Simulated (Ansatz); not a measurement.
Mg$_{12}$O$_{13}$: molecular dynamics

- system: Mg$_{12}$O$_{13}$ (slab, 25 atoms in the cell)
- method: DFT PBE, scalar-relativistic, plane waves, PAW, PAW set soft_1, spin-polarised (Ansatz 0.2.0)

The structure derives from an entry of the Crystallography Open Database. The run did not end well. One setting was made poor on purpose. The input holds or restrains some coordinates. It belongs to a series of runs on one base structure; here: an input spoilt on purpose.

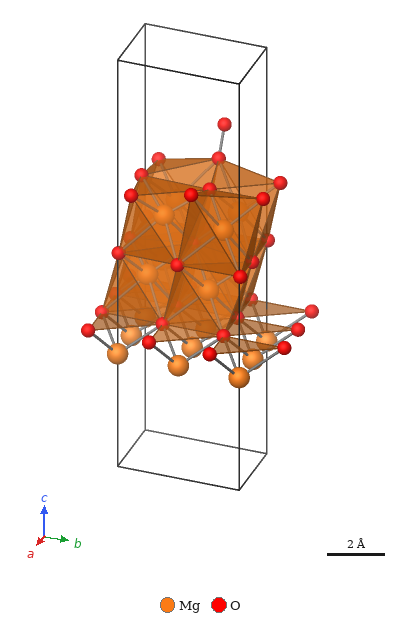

**Figure 1.** The structure as given in the input (polyhedral view of the cell of the calculation, with the vacuum cut short, seen slightly off an axis; polyhedra are completed across the faces of the cell). An atom can appear more than once, as a periodic image.

### Outcome

| quantity | value |
| --- | --- |
| outcome | not converged |
| trajectory | 0 steps, 0 fs |
| ensemble | nvt_nose_hoover |
| temperature in the input | 450.0 K |
| time step | 1000.0 fs |
| hardware | 4 threads of AMD EPYC (Zen 3), 24 GiB of memory available, shared host |
| wall time | 2.6 min (CPU time 9.9 min) |
| peak memory | 2.1 GiB |

The run did not converge: “refused after 45 iterations: one_centre_occupation = 2.01e0 (threshold 2.00e0); read on the Mg atom at site 4 (counted from 0), in its partial waves of l = 2. The loop had accepted its state. The figure is how many electrons the atom's PAW partial-wave expansion lays in one spin orbital inside its sphere …” Its last values are not results. A deliberately poor setting: bad input.

### Input
```yaml
crystal:
  lattice:
    - [5.614428, 0.0, 0.0]
    - [2.807214, 4.862237, 0.0]
    - [0.0, 0.0, 18.730201]
  atoms:
    - { symbol: Mg, position: [0.0, 0.0, 0.0533897] }
    - { symbol: O, position: [0.3333333, 0.8333333, 0.1145765] }
    - { symbol: Mg, position: [0.0, 0.5, 0.0533897] }
    - { symbol: O, position: [0.3333333, 0.3333333, 0.1145765] }
    - { symbol: Mg, position: [0.5, 0.0, 0.0533897] }
    - { symbol: O, position: [0.8333333, 0.8333333, 0.1145765] }
    - { symbol: Mg, position: [0.5, 0.5, 0.0533897] }
    - { symbol: O, position: [0.8333333, 0.3333333, 0.1145765] }
    - { symbol: Mg, position: [0.6685839, 0.67280311, 0.18425864] }
    - { symbol: O, position: [0.00580487, 0.49392878, 0.24897725] }
    - { symbol: Mg, position: [0.66880263, 0.17206039, 0.19198113] }
    - { symbol: O, position: [-0.01027048, 0.00704049, 0.24869491] }
    - { symbol: Mg, position: [0.18614544, 0.66076094, 0.18794976] }
    - { symbol: O, position: [0.48991845, 0.51025773, 0.25593284] }
    - { symbol: Mg, position: [0.15662076, 0.17950662, 0.18419554] }
    - { symbol: O, position: [0.49943036, -0.00651333, 0.24220438] }
    - { symbol: Mg, position: [0.33703329, 0.33278202, 0.32061076] }
    - { symbol: O, position: [0.70035661, 0.12885511, 0.38495342] }
    - { symbol: Mg, position: [0.36460782, 0.85015641, 0.32261802] }
    - { symbol: O, position: [0.67301508, 0.68335058, 0.38070248] }
    - { symbol: Mg, position: [0.83978054, 0.34564018, 0.3271949] }
    - { symbol: O, position: [0.17698673, 0.15188766, 0.37999549] }
    - { symbol: Mg, position: [0.83827429, 0.83218244, 0.32042763] }
    - { symbol: O, position: [0.19783674, 0.65006546, 0.40575295] }
    - { symbol: O, position: [0.12994416, 0.68284563, 0.46870305], spin: 1.0 }
magnetization:
  spin_polarized: true
basis:
  ecutwfc: 420.0
kpoints:
  mp_grid: { grid: [2, 2, 1] }
hamiltonian:
  xc: pbe
  pseudopotentials: { kind: paw, azcp: { folder: soft_1 } }
scf:
  occupations: { method: fermi_dirac, width: 0.02 }
  lower_state_search: "off"
  max_iter: 67
md:
  timestep: 1000.0
  n_steps: 25
  ensemble: nvt_nose_hoover
  temperature: 450.0
  initial_velocities: maxwell_boltzmann
  seed: 247989
  nose_hoover: { tau: 200.0, chain_length: 1 }
  constraints: [{ sites: [0, 1, 2, 3, 4, 5, 6, 7] }]
```

Launched with:
```bash
ansatz run input.yaml --threads 4 --pin off --max-ram 10240MiB --backend cpu --events-out ev --progress --plain --runs-dir out
```

### Log
```
Warning: md: disabling space-group detection — thermal motion breaks the input geometry's symmetry, so no spatial operation reduces the k-mesh or symmetrises the density; time reversal is kept, so that k and −k are solved as one point where they differ and the mesh holds both, and exact exchange and, on two spinor components, a DFT+U term hold to it where the run has them: on two components no moment then forms, and a state that bears one, which a typed moment (crystal.atoms[].spin; refused beside efield: under a hybrid functional) reaches, can lie lower, under hf by electronvolts; crystal.symmetry.detect: false (a key that needs symmetry detection or time reversal refuses this as the deck is read) with time_reversal: false beside it drops time reversal too
Engine: ansatz 0.2.0, x86_64-unknown-linux-gnu
Pseudopotentials: kind: paw
Pseudopotential: Mg, paw, valence charge 10, recommended cutoff 420 eV (normal), [file]
Pseudopotential: O, paw, valence charge 6, recommended cutoff 420 eV (normal), [file]
Functional definition: PBE
  parameter kappa = 0.804
  parameter beta = 0.06672455060314922
  exchange = pbe_x(kappa = kappa, mu = beta*pi^2/3)
  correlation = pbe_c(beta = beta)
Crystal: 25 atoms, lattice volume = 511.310 Å³
Basis set: ecut = 420 eV, 10023 PW (Γ), exchange–correlation on 80×80×256 points (8 copies of the dense FFT grid, shifted against one another)
Bands: 125, of which v1, the nominal top of the filled ones, is band 99 counted from 1 (98 counted from 0)
Symmetry: 1 space group operations
k-points: 4
Non-local potential: Mg, projectors of the file, l = 0: 3, l = 1: 2, l = 2: 1
Non-local potential: O, projectors of the file, l = 0: 2, l = 1: 2, l = 2: 1
PAW form: soft (Blöchl's): semilocal exchange-correlation on the pseudo side does not see the compensation charge
PAW one-centre angular grid: Mg, 110 points (default); XC on 64 Gauss nodes
PAW one-centre angular grid: O, 110 points (default); XC on 64 Gauss nodes
Initial density: superposition of atomic densities (neutral atoms: chi_scale 0, normalization atom)
Starting moments: Σ|m| = 1 μB on 1 of 25 sites
Initial wavefunctions: pseudopotential atomic-orbital guess
Functional: x = pbe(κ = 0.804, μ = 0.2195149727645171), c = pbe(β = 0.06672455060314922)
SCF iter   1: F=—  HF=-30499.793473 eV  |F-HF|=—  |Δ(HF+E_count)|=         —  Δρ=6.34e-2 (↑6.22e-2 ↓6.34e-2)  dr2=1.98e2  dr2_m=3.33e-1  M=0.500 μB ∫|m|=0.540 μB  β_m=0.30  ethr=3.10e-3  ⟨swp⟩=9.2  Hψ=4892  notcnv=0  defer=107
preconditioner: auto → LDOS  [metal: Δε(μ)=0.023 eV  Ē_g=13.420 eV  σ=0.020 eV  W_gap=0.27  n_scr=96 (ndim 8)  ℏωp=14.7 eV  f_vac=0.480  D(μ)=13.51/eV (n_scr^D=78)]
spin=Collinear: LDOS preconditioning applied to the charge; magnetization (m = ρ↑ − ρ↓) channel mixes plain (no charge-response kernel on spin).
SCF iter   2: F=—  HF=-30475.951680 eV  |F-HF|=—  |Δ(HF+E_count)|=    2.38e1  Δρ=2.95e-2 (↑2.95e-2 ↓2.81e-2)  dr2=4.41e1  dr2_m=1.07e0  M=1.984 μB ∫|m|=2.011 μB  β_m=1.00  ethr=3.10e-3  ⟨swp⟩=3.1  Hψ=1874  notcnv=0  defer=160
SCF iter   3: F=—  HF=-30477.318193 eV  |F-HF|=—  |Δ(HF+E_count)|=    1.37e0  Δρ=6.35e-2 (↑3.83e-2 ↓6.35e-2)  dr2=9.05e1  dr2_m=2.16e0  M=0.365 μB ∫|m|=0.742 μB  β_m=0.30  ethr=3.10e-3  ⟨swp⟩=4.0  Hψ=1750  notcnv=0  defer=137
SCF iter   4: F=—  HF=-30472.944568 eV  |F-HF|=—  |Δ(HF+E_count)|=    4.37e0  Δρ=2.39e-2 (↑2.09e-2 ↓2.39e-2)  dr2=1.11e1  dr2_m=8.86e-2  M=1.120 μB ∫|m|=1.220 μB  β_m=0.30  ethr=3.10e-3  ⟨swp⟩=3.2  Hψ=1506  notcnv=0  defer=124
SCF iter   5: F=—  HF=-30472.810037 eV  |F-HF|=—  |Δ(HF+E_count)|=   1.35e-1  Δρ=2.51e-2 (↑2.51e-2 ↓1.50e-2)  dr2=5.18e1  dr2_m=1.84e-1  M=0.682 μB ∫|m|=1.262 μB  β_m=0.30  ethr=3.10e-3  ⟨swp⟩=3.0  Hψ=1593  notcnv=0  defer=138
SCF iter   6: F=—  HF=-30473.269811 eV  |F-HF|=—  |Δ(HF+E_count)|=   4.60e-1  Δρ=3.00e-2 (↑3.00e-2 ↓2.32e-2)  dr2=2.19e1  dr2_m=1.86e-1  M=0.500 μB ∫|m|=0.707 μB  β_m=0.30  ethr=3.10e-3  ⟨swp⟩=2.9  Hψ=1495  notcnv=0  defer=128
SCF iter   7: F=—  HF=-30471.847524 eV  |F-HF|=—  |Δ(HF+E_count)|=    1.42e0  Δρ=1.42e-2 (↑6.93e-3 ↓1.42e-2)  dr2=1.74e0  dr2_m=2.81e-1  M=1.765 μB ∫|m|=1.824 μB  β_m=1.00  ethr=3.10e-3  ⟨swp⟩=2.4  Hψ=1155  notcnv=0  defer=150
SCF iter   8: F=—  HF=-30471.955880 eV  |F-HF|=—  |Δ(HF+E_count)|=   1.08e-1  Δρ=7.44e-3 (↑7.40e-3 ↓7.44e-3)  dr2=1.37e0  dr2_m=1.26e-1  M=2.313 μB ∫|m|=2.404 μB  β_m=1.00  ethr=8.81e-4  ⟨swp⟩=2.0  Hψ=1223  notcnv=0  defer=150
SCF iter   9: F=—  HF=-30472.045619 eV  |F-HF|=—  |Δ(HF+E_count)|=   8.97e-2  Δρ=6.53e-3 (↑6.53e-3 ↓5.55e-3)  dr2=3.28e-1  dr2_m=9.76e-2  M=2.793 μB ∫|m|=2.848 μB  β_m=1.00  ethr=6.90e-4  ⟨swp⟩=2.5  Hψ=1105  notcnv=0  defer=150
SCF iter  10: F=—  HF=-30472.116280 eV  |F-HF|=—  |Δ(HF+E_count)|=   7.07e-2  Δρ=4.48e-3 (↑3.98e-3 ↓4.48e-3)  dr2=2.33e-1  dr2_m=3.79e-2  M=3.017 μB ∫|m|=3.077 μB  β_m=0.30  ethr=1.66e-4  ⟨swp⟩=2.1  Hψ=1451  notcnv=0  defer=150
Mixer restart at iter 10: flushing history
spin-set hold released at iteration 10 (site moments contracting): the magnetisation degrees of freedom join the quasi-Newton model from the next iteration; the mixer history was flushed
SCF iter  11: F=—  HF=-30472.171869 eV  |F-HF|=—  |Δ(HF+E_count)|=   5.56e-2  Δρ=4.63e-3 (↑3.89e-3 ↓4.63e-3)  dr2=1.36e-1  dr2_m=6.57e-2  M=3.193 μB ∫|m|=3.256 μB  β_m=0.61  ethr=1.18e-4  ⟨swp⟩=2.2  Hψ=982  notcnv=0  defer=150
SCF iter  12: F=—  HF=-30472.299491 eV  |F-HF|=—  |Δ(HF+E_count)|=   1.28e-1  Δρ=3.94e-3 (↑2.80e-3 ↓3.94e-3)  dr2=5.95e-2  dr2_m=5.01e-2  M=3.498 μB ∫|m|=3.591 μB  β_m=0.82  ethr=6.89e-5  ⟨swp⟩=3.1  Hψ=1296  notcnv=0  defer=150
SCF iter  13: F=—  HF=-30472.320022 eV  |F-HF|=—  |Δ(HF+E_count)|=   2.05e-2  Δρ=1.56e-3 (↑1.56e-3 ↓9.11e-4)  dr2=4.38e-2  dr2_m=4.68e-3  M=3.500 μB ∫|m|=3.645 μB  β_m=0.81  ethr=3.00e-5  ⟨swp⟩=3.0  Hψ=1663  notcnv=0  defer=150
SCF iter  14: F=—  HF=-30472.320396 eV  |F-HF|=—  |Δ(HF+E_count)|=   3.74e-4  Δρ=1.05e-3 (↑6.68e-4 ↓1.05e-3)  dr2=3.04e-2  dr2_m=1.37e-3  M=3.497 μB ∫|m|=3.635 μB  β_m=0.73  ethr=2.21e-5  ⟨swp⟩=2.9  Hψ=1317  notcnv=0  defer=150
SCF iter  15: F=—  HF=-30472.318374 eV  |F-HF|=—  |Δ(HF+E_count)|=   2.02e-3  Δρ=4.44e-4 (↑2.21e-4 ↓4.44e-4)  dr2=1.49e-2  dr2_m=1.48e-4  M=3.491 μB ∫|m|=3.624 μB  β_m=0.79  ethr=1.53e-5  ⟨swp⟩=2.4  Hψ=1310  notcnv=0  defer=150
SCF iter  16: F=—  HF=-30472.317598 eV  |F-HF|=—  |Δ(HF+E_count)|=   7.76e-4  Δρ=7.32e-4 (↑2.50e-4 ↓7.32e-4)  dr2=1.01e-2  dr2_m=6.93e-4  M=3.445 μB ∫|m|=3.579 μB  β_m=0.73  ethr=7.50e-6  ⟨swp⟩=2.5  Hψ=1210  notcnv=0  defer=150
SCF iter  17: F=—  HF=-30472.317237 eV  |F-HF|=—  |Δ(HF+E_count)|=   3.61e-4  Δρ=1.10e-4 (↑1.10e-4 ↓9.80e-5)  dr2=1.71e-4  dr2_m=2.80e-5  M=3.469 μB ∫|m|=3.602 μB  β_m=0.79  ethr=5.11e-6  ⟨swp⟩=1.5  Hψ=983  notcnv=0  defer=150
SCF iter  18: F=—  HF=-30472.317264 eV  |F-HF|=—  |Δ(HF+E_count)|=   2.67e-5  Δρ=5.70e-5 (↑5.70e-5 ↓4.22e-5)  dr2=9.11e-5  dr2_m=7.05e-6  M=3.470 μB ∫|m|=3.603 μB  β_m=0.81  ethr=8.64e-8  ⟨swp⟩=2.2  Hψ=1221  notcnv=0  defer=150
SCF iter  19: F=—  HF=-30472.317586 eV  |F-HF|=—  |Δ(HF+E_count)|=   3.22e-4  Δρ=2.16e-5 (↑2.16e-5 ↓2.14e-5)  dr2=5.59e-5  dr2_m=4.32e-7  M=3.470 μB ∫|m|=3.603 μB  β_m=0.79  ethr=4.60e-8  ⟨swp⟩=2.0  Hψ=1230  notcnv=0  defer=150
SCF iter  20: F=—  HF=-30472.317586 eV  |F-HF|=—  |Δ(HF+E_count)|=   2.39e-7  Δρ=4.13e-5 (↑7.37e-6 ↓4.13e-5)  dr2=4.11e-5  dr2_m=2.14e-6  M=3.468 μB ∫|m|=3.600 μB  β_m=0.83  ethr=2.82e-8  ⟨swp⟩=1.8  Hψ=897  notcnv=0  defer=150
SCF iter  21: F=—  HF=-30472.317586 eV  |F-HF|=—  |Δ(HF+E_count)|=   8.20e-7  Δρ=2.38e-5 (↑5.25e-6 ↓2.38e-5)  dr2=1.56e-5  dr2_m=7.48e-7  M=3.468 μB ∫|m|=3.601 μB  β_m=0.81  ethr=2.08e-8  ⟨swp⟩=1.0  Hψ=850  notcnv=0  defer=150
SCF iter  22: F=—  HF=-30472.317585 eV  |F-HF|=—  |Δ(HF+E_count)|=   2.86e-7  Δρ=9.43e-6 (↑2.48e-6 ↓9.43e-6)  dr2=1.99e-6  dr2_m=1.15e-7  M=3.469 μB ∫|m|=3.602 μB  β_m=0.79  ethr=7.89e-9  ⟨swp⟩=1.1  Hψ=885  notcnv=0  defer=150
SCF iter  23: F=-30472.317585 eV  HF=-30472.317585 eV  |F-HF|=5.10e-8  |Δ(HF+E_count)|=   2.25e-8  Δρ=2.84e-6 (↑1.19e-6 ↓2.84e-6)  dr2=7.37e-8  dr2_m=9.60e-9  M=3.469 μB ∫|m|=3.602 μB  ethr=5.05e-11  ⟨swp⟩=3.1  Hψ=3363  notcnv=0
SCF 1 converged in 23 iterations: F = -30472.317585 eV  dr2 = 7.37e-8
  greatest PAW one-centre occupation: 1.000 electrons in one spin orbital (limit 2), on the Mg atom at site 18 (counted from 0), in its partial waves of l = 1
md step     0: t =     0.00 fs  T =   450.0 K  F+E_penalty+E_count = -30472.31758528 eV  E_kin = 0.988839 eV  conserved = -30471.32874629 eV  (23 SCF iters)
Initial density: handed on by an earlier stage of this run
Starting moments: Σ|m| = 1 μB on 1 of 25 sites; this step starts from the density that it was given
Initial wavefunctions: those handed on with the density
SCF iter   1: F=—  HF=-25400.028822 eV  |F-HF|=—  |Δ(HF+E_count)|=         —  Δρ=1.03e-1 (↑1.03e-1 ↓1.02e-1)  dr2=2.69e2  dr2_m=3.38e0  M=0.778 μB ∫|m|=1.059 μB  β_m=0.30  ethr=3.10e-3  ⟨swp⟩=11.2  Hψ=6617  notcnv=0  defer=31
preconditioner: auto → none  [metal: Δε(μ)=0.004 eV  Ē_g=11.725 eV  σ=0.020 eV  W_gap=0.05  n_scr=96 (ndim 8)  ℏωp=15.9 eV  f_vac=0.257  D(μ)=17.32/eV (n_scr^D=134)]
[...]
preconditioner: auto → Resta (q_TF=auto, 2.329 Å⁻¹)  ε∞=3.1  [insulator: Δε(μ)=0.114 eV  Ē_g=10.284 eV  σ=0.020 eV  W_gap=0.89  n_scr=96 (ndim 8)  ℏωp=14.9 eV  f_vac=0.285  D(μ)=1.64/eV (n_scr^D=4)  ε∞_Penn≈3.1  vacuum switching on, ρ_ref=7.7e-3 e/Å³]
spin=Collinear: Resta preconditioning applied to the charge; magnetization (m = ρ↑ − ρ↓) channel mixes plain (no charge-response kernel on spin).
Mixer restart at iter 38: flushing history
[...]
SCF iter  42: F=—  HF=-25351.727461 eV  |F-HF|=—  |Δ(HF+E_count)|=   1.53e-5  Δρ=7.17e-5 (↑3.96e-5 ↓7.17e-5)  dr2=1.66e-4  dr2_m=3.59e-6  M=2.725 μB ∫|m|=7.000 μB  ethr=4.02e-7  ⟨swp⟩=1.1  Hψ=2075  notcnv=0
SCF iter  43: F=—  HF=-25351.727457 eV  |F-HF|=—  |Δ(HF+E_count)|=   4.05e-6  Δρ=7.57e-6 (↑4.43e-6 ↓7.57e-6)  dr2=1.82e-6  dr2_m=7.01e-8  M=2.718 μB ∫|m|=6.998 μB  ethr=8.41e-8  ⟨swp⟩=1.1  Hψ=2033  notcnv=0
SCF iter  44: F=-25351.727457 eV  HF=-25351.727457 eV  |F-HF|=8.18e-9  |Δ(HF+E_count)|=   6.12e-8  Δρ=1.11e-6 (↑8.41e-7 ↓1.11e-6)  dr2=1.12e-8  dr2_m=3.15e-9  M=2.716 μB ∫|m|=6.998 μB  ethr=5.05e-11  ⟨swp⟩=4.5  Hψ=4676  notcnv=0
SCF iter  45: F=-25351.727457 eV  HF=-25351.727457 eV  |F-HF|=8.17e-9  |Δ(HF+E_count)|=  3.64e-12  Δρ=1.11e-6 (↑8.40e-7 ↓1.11e-6)  dr2=1.12e-8  dr2_m=3.14e-9  M=2.716 μB ∫|m|=6.998 μB  ethr=5.65e-12  ⟨swp⟩=2.9  Hψ=4837  notcnv=0
Step failed. What follows is not a result of the run: it is the report of the last solve that finished, which converged after 23 SCF iterations.
Magnetization: 3.4695 μB (100.7347 up, 97.2653 down)
Absolute magnetization: 3.6004 μB (∫|ρ↑−ρ↓|, with the PAW one-centre terms)
Spin contamination: 0.0259 ħ² per cell (⟨S²⟩ above its minimum at these occupations)
Per-site moments (μB) at R_I (Å): [(0.00015472055286325383, 0.8188126150946591), (0.00032042851230470266, 0.818812615094659), (0.00013054548039470235, 0.818812615094659), (0.00012245155165914828, 0.8188126150946591), (0.00013762454239809428, 0.8188126150946591), (0.0005578911509699372, 0.818812615094659), (7.07977945999651e-5, 0.818812615094659), (0.0002511147215556233, 0.8188126150946591), (-6.714053222204317e-5, 0.7839267191536807), (0.0005146877621605844, 0.8052504074124532), (-4.079768849236649e-5, 0.7787373676837144), (3.438706181550879e-5, 0.7787373676837144), (-0.00013725927467357564, 0.8044304575627125), (-0.0007940766263874733, 0.8044304575627125), (-6.017155475401828e-5, 0.8052504074124532), (-0.00044697894566293896, 0.7839267191536807), (0.00039624683075527555, 0.8238335454031954), (0.5509411610928328, 0.7766483666895867), (0.0017009170571723603, 0.7549872944659429), (0.42927745158309705, 0.764768063338213), (0.005780624948751167, 0.7919786701763801), (0.4248292377272387, 0.7549872944659429), (0.0018176594299102835, 0.7766483666895867), (0.43507734734474024, 0.5050753449805426), (0.6098926480214926, 0.5050753449805426)]
Free energy (F): -30472.317585 eV
Harris-Foulkes:  -30472.317585 eV  (|F-HF|=5.10e-8)
Internal energy: -30472.311439 eV  (E = F + TS)
E sigma→0 (E₀):  -30472.314512 eV
Entropy (-TS):   -0.006147 eV (-0.246 meV/atom)
Fermi energy:    0.892542 eV
--- Per-component energies (eV) ---
  E_band       = -5294.196800
  E_kinetic    = 3090.124960
  E_local      = -156058.290751  (includes V_loc(G=0)·N_el)
  E_nonlocal   = 3022.978865
  E_hartree    = 73669.793041
  E_xc         = -1272.902690
  E_vxc        = -1629.984411  (∫ρ·V_xc dr)
  E_paw        = -5715.849359  (= ΣΔE_a)
  E_vpaw       = -1058.631261  (= ΣTr[D̂ρ^β])
  E_aug_tail   = 0.008316  (compensation charges beyond the density's cutoff)
  E_ewald      = 52791.826179
  E_smearing   = -0.006147  (= −TS)
  E_closure    = 0.000000  (closes the sum)
  Σ components = -30472.317585   (vs F -30472.317585, Δ=0.00e0)
--- Forces (eV/Å), atoms counted from 1 ---
  atom   1  Mg    -0.12858763    -0.07476031    -0.75938089
  atom   2  O     -0.03177643    -0.12866553     0.56944889
  atom   3  Mg     0.08417524     0.11546036    -0.92936639
  atom   4  O      0.22849817     0.20591441     0.73609861
  atom   5  Mg     0.11072232     0.04178445    -0.77588106
  atom   6  O      0.22405351    -0.04281810     0.41406208
  atom   7  Mg    -0.04343603    -0.06378178    -0.90889934
  atom   8  O     -0.19853105     0.22239485     0.88365086
  atom   9  Mg     0.07872146    -0.38877417     0.36510587
  atom  10  O      0.33555551     0.80527765     0.17897602
  atom  11  Mg    -0.36027825    -0.09305261    -0.80502534
  atom  12  O      0.91148085    -0.80132931     0.24600101
  atom  13  Mg    -1.05754258     0.87275560     0.08351421
  atom  14  O      0.36343977    -0.19788078    -0.39382316
  atom  15  Mg     0.11065633    -0.91582346     0.56113332
  atom  16  O      0.23298612     0.81797757     0.89375252
  atom  17  Mg     0.41865341    -1.16915542     0.98162843
  atom  18  O     -0.43207261     1.45234099    -0.65467914
  atom  19  Mg    -1.49057382    -0.51995311    -1.02415638
  atom  20  O      0.46048328    -0.65810664     0.44319139
  atom  21  Mg    -0.83677627    -1.00492870     0.31234050
  atom  22  O      0.48633106     1.29098897     0.28998982
  atom  23  Mg     0.47410686     0.33192226    -0.68004929
  atom  24  O     -0.02486934    -0.04301739     0.04381666
  atom  25  O      0.08464559    -0.05481490    -0.07175547
  max |Σ_I F_I| component: 3.06e-4 eV/Å
End of that report.
Error: refused after 45 iterations: one_centre_occupation = 2.01e0 (threshold 2.00e0); read on the Mg atom at site 4 (counted from 0), in its partial waves of l = 2. The loop had accepted its state. The figure is how many electrons the atom's PAW partial-wave expansion lays in one spin orbital inside its sphere. Of a state that the partial waves describe, at an atom whose sphere does not reach far into another's, it is at most what a level can hold: about one, and more with the corrected tetrahedra; the threshold leaves room over one. Most likely the run has filled a ghost state, a level that the dataset's projectors bind and the atom lacks (a dataset that is sound under one functional can have one under another), or spheres, of atoms or of an atom and its images, overlap so deeply that the expansion counts electrons twice. The SCF's residuals do not see that, and the energy, the forces and the levels can be wrong by many eV: no result is given. To try: another dataset for the element (`hamiltonian.pseudopotentials`: `source: ansatz` if the run read another table, another `kind`, or another file under `azcp`); where atoms stand so close that spheres overlap deeply, one of a smaller sphere or a norm-conserving one, and a check of the cell and the positions; where they do not, in a run that starts from atoms and not from what this one saved, a damped mixing, which may end on a state that leaves the ghost empty: `scf.mixing.preconditioner: none` with `scf.mixing.beta` at its default or smaller; at another step of the mixing, smaller or larger, or under a restart policy an SCF can converge to a state of higher free energy: the input reference at `scf.mixing.restart` says how to compare two converged runs, both of this deck on this dataset (the refused run is not one); this check reads filled levels alone, so hold a damped run's empty levels and gap against another dataset's. If no spheres overlap deeply and the dataset is of this program's library, report it, with the deck
```
